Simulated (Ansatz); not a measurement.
**Al(100) film, 6 layers, adrow O: surface scattering**

How does Al(100) film, 6 layers, adrow O scatter electrons that run along the film?

Method: Ansatz plane-wave DFT, PBE, PAW files; relaxation of the atoms about the surface defect; PAW set soft_1, in the first sound run; inputs show where later runs differ, in Ansatz 0.2.0.

**1. Starting point**

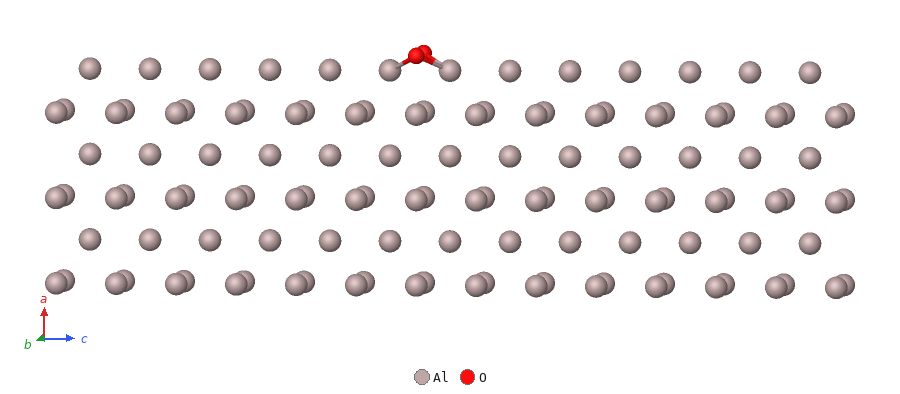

The cell as given, from the side, with the c axis across the page (aluminium light grey, oxygen red). Some periodic images of atoms are drawn too.

The cell holds 79 atoms: 78 Al and 1 O. Its edges and angles: a = 23.144 Å, b = 2.862 Å, c = 37.211 Å, α = 90.0°, β = 90.0°, γ = 90.0°. It derives from Al. Vacuum lies along a. The structure's axis is c.

**2. Relaxing about the defect**

The neighbours of the defect are let go while the lead's layers stay on their sites, since a lead must repeat to 0.01 Å.

File input.yaml:

```yaml
crystal:
  lattice:
    - [23.14391, 0.0, 0.0]
    - [0.0, 2.862347037, 0.0]
    - [0.0, 0.0, 37.2105114815]
  atoms:
    - { symbol: Al, position: [0.1944355988, 0.0, 0.0] }
    - { symbol: Al, position: [0.2818877623, 0.5, 0.0384615385] }
    - { symbol: Al, position: [0.3693399257, 0.0, 0.0] }
    - { symbol: Al, position: [0.4567920892, 0.5, 0.0384615385] }
    - { symbol: Al, position: [0.5442442526, 0.0, 0.0] }
    - { symbol: Al, position: [0.631696416, 0.5, 0.0384615385] }
    - { symbol: Al, position: [0.1944355988, 0.0, 0.0769230769] }
    - { symbol: Al, position: [0.2818877623, 0.5, 0.1153846154] }
    - { symbol: Al, position: [0.3693399257, 0.0, 0.0769230769] }
    - { symbol: Al, position: [0.4567920892, 0.5, 0.1153846154] }
    - { symbol: Al, position: [0.5442442526, 0.0, 0.0769230769] }
    - { symbol: Al, position: [0.631696416, 0.5, 0.1153846154] }
    - { symbol: Al, position: [0.1944355988, 0.0, 0.1538461538] }
    - { symbol: Al, position: [0.2818877623, 0.5, 0.1923076923] }
    - { symbol: Al, position: [0.3693399257, 0.0, 0.1538461538] }
    - { symbol: Al, position: [0.4567920892, 0.5, 0.1923076923] }
    - { symbol: Al, position: [0.5442442526, 0.0, 0.1538461538] }
    - { symbol: Al, position: [0.631696416, 0.5, 0.1923076923] }
    - { symbol: Al, position: [0.1944355988, 0.0, 0.2307692308] }
    - { symbol: Al, position: [0.2818877623, 0.5, 0.2692307692] }
    - { symbol: Al, position: [0.3693399257, 0.0, 0.2307692308] }
    - { symbol: Al, position: [0.4567920892, 0.5, 0.2692307692] }
    - { symbol: Al, position: [0.5442442526, 0.0, 0.2307692308] }
    - { symbol: Al, position: [0.631696416, 0.5, 0.2692307692] }
    - { symbol: Al, position: [0.1944355988, 0.0, 0.3076923077] }
    - { symbol: Al, position: [0.2818877623, 0.5, 0.3461538462] }
    - { symbol: Al, position: [0.3693399257, 0.0, 0.3076923077] }
    - { symbol: Al, position: [0.4567920892, 0.5, 0.3461538462] }
    - { symbol: Al, position: [0.5442442526, 0.0, 0.3076923077] }
    - { symbol: Al, position: [0.631696416, 0.5, 0.3461538462] }
    - { symbol: Al, position: [0.1944355988, 0.0, 0.3846153846] }
    - { symbol: Al, position: [0.2818877623, 0.5, 0.4230769231] }
    - { symbol: Al, position: [0.3693399257, 0.0, 0.3846153846] }
    - { symbol: Al, position: [0.4567920892, 0.5, 0.4230769231] }
    - { symbol: Al, position: [0.5442442526, 0.0, 0.3846153846] }
    - { symbol: Al, position: [0.631696416, 0.5, 0.4230769231] }
    - { symbol: Al, position: [0.1944355988, 0.0, 0.4615384615] }
    - { symbol: Al, position: [0.2818877623, 0.5, 0.5] }
    - { symbol: Al, position: [0.3693399257, 0.0, 0.4615384615] }
    - { symbol: Al, position: [0.4567920892, 0.5, 0.5] }
    - { symbol: Al, position: [0.5442442526, 0.0, 0.4615384615] }
    - { symbol: Al, position: [0.631696416, 0.5, 0.5] }
    - { symbol: Al, position: [0.1944355988, 0.0, 0.5384615385] }
    - { symbol: Al, position: [0.2818877623, 0.5, 0.5769230769] }
    - { symbol: Al, position: [0.3693399257, 0.0, 0.5384615385] }
    - { symbol: Al, position: [0.4567920892, 0.5, 0.5769230769] }
    - { symbol: Al, position: [0.5442442526, 0.0, 0.5384615385] }
    - { symbol: Al, position: [0.631696416, 0.5, 0.5769230769] }
    - { symbol: Al, position: [0.1944355988, 0.0, 0.6153846154] }
    - { symbol: Al, position: [0.2818877623, 0.5, 0.6538461538] }
    - { symbol: Al, position: [0.3693399257, 0.0, 0.6153846154] }
    - { symbol: Al, position: [0.4567920892, 0.5, 0.6538461538] }
    - { symbol: Al, position: [0.5442442526, 0.0, 0.6153846154] }
    - { symbol: Al, position: [0.631696416, 0.5, 0.6538461538] }
    - { symbol: Al, position: [0.1944355988, 0.0, 0.6923076923] }
    - { symbol: Al, position: [0.2818877623, 0.5, 0.7307692308] }
    - { symbol: Al, position: [0.3693399257, 0.0, 0.6923076923] }
    - { symbol: Al, position: [0.4567920892, 0.5, 0.7307692308] }
    - { symbol: Al, position: [0.5442442526, 0.0, 0.6923076923] }
    - { symbol: Al, position: [0.631696416, 0.5, 0.7307692308] }
    - { symbol: Al, position: [0.1944355988, 0.0, 0.7692307692] }
    - { symbol: Al, position: [0.2818877623, 0.5, 0.8076923077] }
    - { symbol: Al, position: [0.3693399257, 0.0, 0.7692307692] }
    - { symbol: Al, position: [0.4567920892, 0.5, 0.8076923077] }
    - { symbol: Al, position: [0.5442442526, 0.0, 0.7692307692] }
    - { symbol: Al, position: [0.631696416, 0.5, 0.8076923077] }
    - { symbol: Al, position: [0.1944355988, 0.0, 0.8461538462] }
    - { symbol: Al, position: [0.2818877623, 0.5, 0.8846153846] }
    - { symbol: Al, position: [0.3693399257, 0.0, 0.8461538462] }
    - { symbol: Al, position: [0.4567920892, 0.5, 0.8846153846] }
    - { symbol: Al, position: [0.5442442526, 0.0, 0.8461538462] }
    - { symbol: Al, position: [0.631696416, 0.5, 0.8846153846] }
    - { symbol: Al, position: [0.1944355988, 0.0, 0.9230769231] }
    - { symbol: Al, position: [0.2818877623, 0.5, 0.9615384615] }
    - { symbol: Al, position: [0.3693399257, 0.0, 0.9230769231] }
    - { symbol: Al, position: [0.4567920892, 0.5, 0.9615384615] }
    - { symbol: Al, position: [0.5442442526, 0.0, 0.9230769231] }
    - { symbol: Al, position: [0.631696416, 0.5, 0.9615384615] }
    - { symbol: O, position: [0.6644363732, 0.0, 0.4615384615] }
kpoints:
  mp_grid: { grid: [1, 8, 1] }
hamiltonian:
  xc: pbe
  pseudopotentials: { kind: paw, azcp: { folder: soft_1 } }
scf:
  occupations: { method: fermi_dirac, width: 0.1 }
relax:
  f_tol: 0.03
  max_steps: 40
  constraints:
    - { sites: [0, 1, 2, 3, 4, 5, 6, 7, 8, 9, 10, 11, 12, 13, 14, 15, 16, 17, 18, 19, 20, 21, 22, 23, 24, 25, 26, 27, 28, 30, 31, 32, 33, 36, 37, 38, 39, 42, 43, 44, 45, 48, 49, 50, 51, 54, 55, 56, 57, 58, 59, 60, 61, 62, 63, 64, 65, 66, 67, 68, 69, 70, 71, 72, 73, 74, 75, 76, 77] }
```

Run with:

```sh
$ ansatz run input.yaml --threads 8 --pin off --max-ram 15360MiB --backend cpu --events-out ev --progress --plain --runs-dir out
```

Numbers of over 12 decimals in the logs are rounded to 6 here.

The log of the run:

```text
Warning: crystal.symmetry: narrowed to the stabiliser of the relax constraints — unitary ops 4 → 2; lowered at sites 23, 28, 52, 53 (the operations that carried what is held of a site onto what its image site leaves free; the constrained walk keeps no symmetry that its constraints do not admit)
Engine: ansatz 0.2.0, x86_64-unknown-linux-gnu
Pseudopotentials: kind: paw
Pseudopotential: Al, paw, valence charge 3, recommended cutoff 420 eV (normal), soft_1/Al.paw.azcp
Pseudopotential: O, paw, valence charge 6, recommended cutoff 420 eV (normal), soft_1/O.paw.azcp
Functional definition: PBE
  parameter kappa = 0.804
  parameter beta = 0.066725
  exchange = pbe_x(kappa = kappa, mu = beta*pi^2/3)
  correlation = pbe_c(beta = beta)
Crystal: 79 atoms, lattice volume = 2465.044 Å³
Basis set: ecut = 420 eV, 48237 PW (Γ), exchange–correlation on 320×40×500 points (8 copies of the dense FFT grid, shifted against one another)
Bands: 199, of which v1, the nominal top of the filled ones, is band 120 counted from 1 (119 counted from 0)
Symmetry: 2 space group operations
k-points: 5 of 8
Non-local potential: Al, projectors of the file, l = 0: 2, l = 1: 2, l = 2: 1
Non-local potential: O, projectors of the file, l = 0: 2, l = 1: 2, l = 2: 1
PAW form: soft (Blöchl's): semilocal exchange-correlation on the pseudo side does not see the compensation charge
PAW one-centre angular grid: Al, 110 points (default); XC on 64 Gauss nodes
PAW one-centre angular grid: O, 110 points (default); XC on 64 Gauss nodes
Initial density: superposition of atomic densities (neutral atoms: chi_scale 0, normalization atom)
Initial wavefunctions: pseudopotential atomic-orbital guess
Functional: x = pbe(κ = 0.804, μ = 0.219515), c = pbe(β = 0.066725)
SCF iter   1: F=—  HF=-42492.948045 eV  |F-HF|=—  |Δ(HF+E_count)|=         —  Δρ=2.43e-2  dr2=1.09e2  ethr=3.10e-3  ⟨swp⟩=8.2  Hψ=5807  notcnv=0  defer=24
preconditioner: auto → LDOS  [metal: Δε(μ)=0.027 eV  Ē_g=6.657 eV  σ=0.100 eV  W_gap=0.07  n_scr=228 (ndim 8)  ℏωp=11.5 eV  f_vac=0.344  D(μ)=31.65/eV (n_scr^D=160)  β→1.0]
SCF iter   2: F=—  HF=-42483.579303 eV  |F-HF|=—  |Δ(HF+E_count)|=    9.37e0  Δρ=1.61e-2  dr2=2.44e1  ethr=3.10e-3  ⟨swp⟩=6.0  Hψ=3414  notcnv=0  defer=98
SCF iter   3: F=—  HF=-42481.399623 eV  |F-HF|=—  |Δ(HF+E_count)|=    2.18e0  Δρ=2.67e-3  dr2=4.90e-1  ethr=3.10e-3  ⟨swp⟩=5.0  Hψ=2394  notcnv=0  defer=93
SCF iter   4: F=—  HF=-42481.320300 eV  |F-HF|=—  |Δ(HF+E_count)|=   7.93e-2  Δρ=4.88e-4  dr2=9.32e-3  ethr=2.04e-4  ⟨swp⟩=2.6  Hψ=1845  notcnv=0  defer=94
SCF iter   5: F=—  HF=-42481.321299 eV  |F-HF|=—  |Δ(HF+E_count)|=   9.99e-4  Δρ=1.61e-4  dr2=2.07e-3  ethr=3.88e-6  ⟨swp⟩=2.6  Hψ=1623  notcnv=0  defer=94
SCF iter   6: F=—  HF=-42481.321235 eV  |F-HF|=—  |Δ(HF+E_count)|=   6.45e-5  Δρ=4.66e-5  dr2=1.16e-4  ethr=8.61e-7  ⟨swp⟩=2.4  Hψ=1501  notcnv=0  defer=94
SCF iter   7: F=-42481.321246 eV  HF=-42481.321245 eV  |F-HF|=1.63e-6  |Δ(HF+E_count)|=   1.03e-5  Δρ=7.39e-6  dr2=2.03e-6  ethr=9.37e-9  ⟨swp⟩=3.0  Hψ=3829  notcnv=0
SCF 1 converged in 7 iterations: F = -42481.321246 eV  dr2 = 2.03e-6
  greatest PAW one-centre occupation: 0.869 electrons in one spin orbital (limit 2), on the O atom at site 78 (counted from 0), in its partial waves of l = 0
relax step   1: F+E_penalty+E_count = -42481.32124649 eV  Δ(F+E_penalty+E_count) = +0.000e0 eV  max|allowed force component| = 9.822e-1 eV/Å  Δτ_max = 0.0000 Å  (7 SCF iters, dr2 threshold 2.25e-5 eV, accepted)
Initial density: handed on by an earlier stage of this run
Initial wavefunctions: those handed on with the density
iter 1 solved again at ethr=1.12e-4 eV; its pass at ethr=3.10e-3 eV (dr2=2.69e-1 eV) is discarded
SCF iter   1: F=—  HF=-42481.536716 eV  |F-HF|=—  |Δ(HF+E_count)|=         —  Δρ=1.19e-3  dr2=1.78e-1  ethr=1.12e-4  ⟨swp⟩=1.2  Hψ=3562  notcnv=0  defer=91
preconditioner: auto → LDOS  [metal: Δε(μ)=0.026 eV  Ē_g=6.466 eV  σ=0.100 eV  W_gap=0.06  n_scr=228 (ndim 8)  ℏωp=11.5 eV  f_vac=0.360  D(μ)=33.41/eV (n_scr^D=164)  β→1.0]
SCF iter   2: F=—  HF=-42481.519233 eV  |F-HF|=—  |Δ(HF+E_count)|=   1.75e-2  Δρ=6.26e-4  dr2=2.62e-2  ethr=7.42e-5  ⟨swp⟩=2.2  Hψ=1503  notcnv=0  defer=91
SCF iter   3: F=—  HF=-42481.515960 eV  |F-HF|=—  |Δ(HF+E_count)|=   3.27e-3  Δρ=2.22e-4  dr2=2.03e-3  ethr=1.09e-5  ⟨swp⟩=2.0  Hψ=1573  notcnv=0  defer=91
SCF iter   4: F=—  HF=-42481.515575 eV  |F-HF|=—  |Δ(HF+E_count)|=   3.85e-4  Δρ=4.15e-5  dr2=9.46e-5  ethr=8.45e-7  ⟨swp⟩=3.0  Hψ=1916  notcnv=0  defer=91
SCF iter   5: F=-42481.515593 eV  HF=-42481.515593 eV  |F-HF|=4.15e-7  |Δ(HF+E_count)|=   1.77e-5  Δρ=9.64e-6  dr2=3.58e-6  ethr=2.51e-8  ⟨swp⟩=4.2  Hψ=2995  notcnv=0
SCF 2 converged in 5 iterations: F = -42481.515593 eV  dr2 = 3.58e-6
  greatest PAW one-centre occupation: 0.868 electrons in one spin orbital (limit 2), on the O atom at site 78 (counted from 0), in its partial waves of l = 0
relax step   2: F+E_penalty+E_count = -42481.51559299 eV  Δ(F+E_penalty+E_count) = -1.943e-1 eV  max|allowed force component| = 4.624e-1 eV/Å  Δτ_max = 0.1173 Å  (5 SCF iters, dr2 threshold 6.03e-5 eV, accepted)
SCF iter   1: F=—  HF=-42481.553043 eV  |F-HF|=—  |Δ(HF+E_count)|=         —  Δρ=6.80e-4  dr2=4.56e-2  ethr=1.52e-4  ⟨swp⟩=4.2  Hψ=2292  notcnv=0  defer=88
preconditioner: auto → LDOS  [metal: Δε(μ)=0.025 eV  Ē_g=6.469 eV  σ=0.100 eV  W_gap=0.06  n_scr=228 (ndim 8)  ℏωp=11.5 eV  f_vac=0.360  D(μ)=33.19/eV (n_scr^D=164)  β→1.0]
SCF iter   2: F=—  HF=-42481.546112 eV  |F-HF|=—  |Δ(HF+E_count)|=   6.93e-3  Δρ=3.70e-4  dr2=7.52e-3  ethr=1.90e-5  ⟨swp⟩=2.2  Hψ=1749  notcnv=0  defer=87
SCF iter   3: F=—  HF=-42481.544465 eV  |F-HF|=—  |Δ(HF+E_count)|=   1.65e-3  Δρ=1.02e-4  dr2=4.92e-4  ethr=3.14e-6  ⟨swp⟩=2.2  Hψ=1511  notcnv=0  defer=87
SCF iter   4: F=—  HF=-42481.544438 eV  |F-HF|=—  |Δ(HF+E_count)|=   2.67e-5  Δρ=3.63e-5  dr2=4.73e-5  ethr=2.05e-7  ⟨swp⟩=2.8  Hψ=1787  notcnv=0  defer=87
SCF iter   5: F=-42481.544437 eV  HF=-42481.544440 eV  |F-HF|=3.34e-6  |Δ(HF+E_count)|=   2.32e-6  Δρ=1.41e-5  dr2=7.19e-6  ethr=5.57e-9  ⟨swp⟩=5.0  Hψ=3208  notcnv=0
SCF 3 converged in 5 iterations: F = -42481.544437 eV  dr2 = 7.19e-6
relax step   3: F+E_penalty+E_count = -42481.54443679 eV  Δ(F+E_penalty+E_count) = -2.884e-2 eV  max|allowed force component| = 1.119e-1 eV/Å  Δτ_max = 0.0598 Å  (5 SCF iters, dr2 threshold 1.34e-5 eV, accepted)
SCF iter   1: F=—  HF=-42481.547109 eV  |F-HF|=—  |Δ(HF+E_count)|=         —  Δρ=1.38e-4  dr2=5.15e-3  ethr=1.05e-5  ⟨swp⟩=2.0  Hψ=2063  notcnv=0  defer=87
[...]
SCF 4 converged in 5 iterations: F = -42481.545786 eV  dr2 = 5.64e-8
relax step   4: F+E_penalty+E_count = -42481.54578564 eV  Δ(F+E_penalty+E_count) = -1.349e-3 eV  max|allowed force component| = 7.211e-3 eV/Å  Δτ_max = 0.0161 Å  (5 SCF iters, accepted)
SCF converged after 5 iterations
Free energy (F): -42481.545786 eV
Harris-Foulkes:  -42481.545786 eV  (|F-HF|=3.03e-9)
Internal energy: -42480.471427 eV  (E = F + TS)
E sigma→0 (E₀):  -42481.008606 eV
Entropy (-TS):   -1.074359 eV (-13.599 meV/atom)
Fermi energy:    2.201340 eV
--- Per-component energies (eV) ---
  E_band       = -508.383284
  E_kinetic    = 1857.262904
  E_local      = -40941.863582  (includes V_loc(G=0)·N_el)
  E_nonlocal   = 836.922016
  E_hartree    = 20183.185691
  E_xc         = -2971.941144
  E_vxc        = -2313.581810  (∫ρ·V_xc dr)
  E_paw        = -36773.198223  (= ΣΔE_a)
  E_vpaw       = -313.495851  (= ΣTr[D̂ρ^β])
  E_aug_tail   = 0.000589  (compensation charges beyond the density's cutoff)
  E_ewald      = 15329.160321
  E_smearing   = -1.074359  (= −TS)
  E_closure    = 0.000000  (closes the sum)
  Σ components = -42481.545786   (vs F -42481.545786, Δ=0.00e0)
--- Forces (eV/Å), atoms counted from 1 ---
  atom   1  Al    -0.00686987    -0.00000000     0.01314880
  atom   2  Al     0.13013400     0.00000000    -0.01548608
  atom   3  Al    -0.09202657     0.00000000    -0.01950157
  atom   4  Al     0.08377268    -0.00000000     0.01068714
  atom   5  Al    -0.11522737    -0.00000000     0.00470620
  atom   6  Al     0.01559632     0.00000000    -0.00394471
  atom   7  Al    -0.04549159    -0.00000000     0.01002348
  atom   8  Al     0.11419489    -0.00000000     0.00086529
  atom   9  Al    -0.06665147     0.00000000    -0.01370413
  atom  10  Al     0.06778492     0.00000000    -0.00150700
  atom  11  Al    -0.12531146     0.00000000    -0.00047736
  atom  12  Al    -0.00303714    -0.00000000     0.00750292
  atom  13  Al    -0.04235096     0.00000000    -0.00328217
  atom  14  Al     0.12382215    -0.00000000     0.03403275
  atom  15  Al    -0.06516617    -0.00000000     0.00845938
  atom  16  Al     0.06089923    -0.00000000     0.02254033
  atom  17  Al    -0.10034077     0.00000000    -0.00018220
  atom  18  Al     0.01744688    -0.00000000     0.00286892
  atom  19  Al    -0.01870907     0.00000000    -0.04100142
  atom  20  Al     0.09935936     0.00000000    -0.01129031
  atom  21  Al    -0.06381412     0.00000000    -0.00699237
  atom  22  Al     0.04022158     0.00000000    -0.03737109
  atom  23  Al    -0.14873495     0.00000000    -0.01148357
  atom  24  Al     0.00756255    -0.00000000     0.12636659
  atom  25  Al     0.00097214    -0.00000000     0.01651849
  atom  26  Al     0.10413948    -0.00000000     0.00295021
  atom  27  Al    -0.06027226    -0.00000000     0.02554759
  atom  28  Al     0.07705461    -0.00000000     0.06225172
  atom  29  Al     0.02947450    -0.00000000     0.07569162
  atom  30  Al    -0.00477457    -0.00000000     0.00139535
  atom  31  Al    -0.02594213     0.00000000    -0.01476558
  atom  32  Al     0.07908942     0.00000000    -0.03341402
  atom  33  Al     0.00905534     0.00000000    -0.00885846
  atom  34  Al    -0.19586575     0.00000000    -0.09369162
  atom  35  Al    -0.00004433     0.00000000    -0.00204496
  atom  36  Al    -0.00129076    -0.00000000     0.00454105
  atom  37  Al    -0.01038004     0.00000000    -0.00304834
  atom  38  Al     0.07904808    -0.00000000     0.02988971
  atom  39  Al    -0.03523180    -0.00000000     0.00160541
  atom  40  Al    -0.19520760    -0.00000000     0.07446160
[...]
atom  68  Al     0.13050373    -0.00000000     0.01599845
  atom  69  Al    -0.06588711    -0.00000000     0.01437663
  atom  70  Al     0.08324242     0.00000000    -0.01089454
  atom  71  Al    -0.12517749    -0.00000000     0.00054689
  atom  72  Al     0.01568910    -0.00000000     0.00335051
  atom  73  Al    -0.00730362     0.00000000    -0.01353844
  atom  74  Al     0.16777997    -0.00000000     0.00068385
  atom  75  Al    -0.09194823    -0.00000000     0.01914583
  atom  76  Al     0.07465475    -0.00000000     0.00006078
  atom  77  Al    -0.11549354     0.00000000    -0.00369360
  atom  78  Al     0.01768631     0.00000000    -0.00045816
  atom  79  O      0.00256580    -0.00000000     0.00271958
  max |Σ_I F_I| component: 5.52e-5 eV/Å
--- Relaxed structure (4 steps of the walk, 4 accepted, 0 SCFs on fresh bases) ---
  F+E_penalty+E_count = -42481.54578564 eV   max|allowed force component| = 7.211e-3 eV/Å
  atoms:
    - { symbol: Al, position: [0.1944355988, 0.0, -1.2025317450675345e-11] }
    - { symbol: Al, position: [0.2818877623, 0.500000, 0.038462] }
    - { symbol: Al, position: [0.3693399257, 0.0, -1.2025317450675345e-11] }
    - { symbol: Al, position: [0.4567920892, 0.500000, 0.038462] }
    - { symbol: Al, position: [0.5442442526, 0.0, -1.2025317450675345e-11] }
    - { symbol: Al, position: [0.631696416, 0.500000, 0.038462] }
    - { symbol: Al, position: [0.1944355988, 0.0, 0.076923] }
    - { symbol: Al, position: [0.2818877623, 0.500000, 0.115385] }
    - { symbol: Al, position: [0.3693399257, 0.0, 0.076923] }
    - { symbol: Al, position: [0.4567920892, 0.500000, 0.115385] }
    - { symbol: Al, position: [0.5442442526, 0.0, 0.076923] }
    - { symbol: Al, position: [0.631696416, 0.500000, 0.115385] }
    - { symbol: Al, position: [0.1944355988, 0.0, 0.153846] }
    - { symbol: Al, position: [0.2818877623, 0.500000, 0.192308] }
    - { symbol: Al, position: [0.3693399257, 0.0, 0.153846] }
    - { symbol: Al, position: [0.4567920892, 0.500000, 0.192308] }
    - { symbol: Al, position: [0.5442442526, 0.0, 0.153846] }
    - { symbol: Al, position: [0.631696416, 0.500000, 0.192308] }
    - { symbol: Al, position: [0.1944355988, 0.0, 0.230769] }
    - { symbol: Al, position: [0.2818877623, 0.500000, 0.269231] }
    - { symbol: Al, position: [0.3693399257, 0.0, 0.230769] }
    - { symbol: Al, position: [0.4567920892, 0.500000, 0.269231] }
    - { symbol: Al, position: [0.5442442526, 0.0, 0.230769] }
    - { symbol: Al, position: [0.631696416, 0.500000, 0.269231] }
    - { symbol: Al, position: [0.1944355988, 0.0, 0.307692] }
    - { symbol: Al, position: [0.2818877623, 0.500000, 0.346154] }
    - { symbol: Al, position: [0.3693399257, 0.0, 0.307692] }
    - { symbol: Al, position: [0.4567920892, 0.500000, 0.346154] }
    - { symbol: Al, position: [0.5442442526, 0.0, 0.307692] }
    - { symbol: Al, position: [0.632851, 0.500000, 0.349640] }
    - { symbol: Al, position: [0.1944355988, 0.0, 0.384615] }
    - { symbol: Al, position: [0.2818877623, 0.500000, 0.423077] }
    - { symbol: Al, position: [0.3693399257, 0.0, 0.384615] }
    - { symbol: Al, position: [0.4567920892, 0.500000, 0.423077] }
    - { symbol: Al, position: [0.544157, -1.2799799778708221e-18, 0.385502] }
    - { symbol: Al, position: [0.636572, 0.500000, 0.424850] }
    - { symbol: Al, position: [0.1944355988, 0.0, 0.461538] }
    - { symbol: Al, position: [0.2818877623, 0.500000, 0.500000] }
    - { symbol: Al, position: [0.3693399257, 0.0, 0.461538] }
    - { symbol: Al, position: [0.4567920892, 0.500000, 0.500000] }
[...]
- { symbol: Al, position: [0.1944355988, 0.0, 0.846154] }
    - { symbol: Al, position: [0.2818877623, 0.500000, 0.884615] }
    - { symbol: Al, position: [0.3693399257, 0.0, 0.846154] }
    - { symbol: Al, position: [0.4567920892, 0.500000, 0.884615] }
    - { symbol: Al, position: [0.5442442526, 0.0, 0.846154] }
    - { symbol: Al, position: [0.631696416, 0.500000, 0.884615] }
    - { symbol: Al, position: [0.1944355988, 0.0, 0.923077] }
    - { symbol: Al, position: [0.2818877623, 0.500000, 0.961538] }
    - { symbol: Al, position: [0.3693399257, 0.0, 0.923077] }
    - { symbol: Al, position: [0.4567920892, 0.500000, 0.961538] }
    - { symbol: Al, position: [0.5442442526, 0.0, 0.923077] }
    - { symbol: Al, position: [0.631696416, 0.500000, 0.961538] }
    - { symbol: O, position: [0.664184, 7.340722397187422e-19, 0.461030] }
```

It took 2.1 min on 8 threads of Intel Xeon at 2.70GHz, shared host; peak memory 9.1 GiB.

[end of part 1 of 2]

[Logs are printed without paths, hosts, clocks, repeated set-up lines and the standing remarks that a program may print on its own settings, such as how far it seeks lower states.]

[Hosts, paths, dates, database ids (printed as entryN), source tags and the programs' standing remarks are cut or masked in the printed files.]
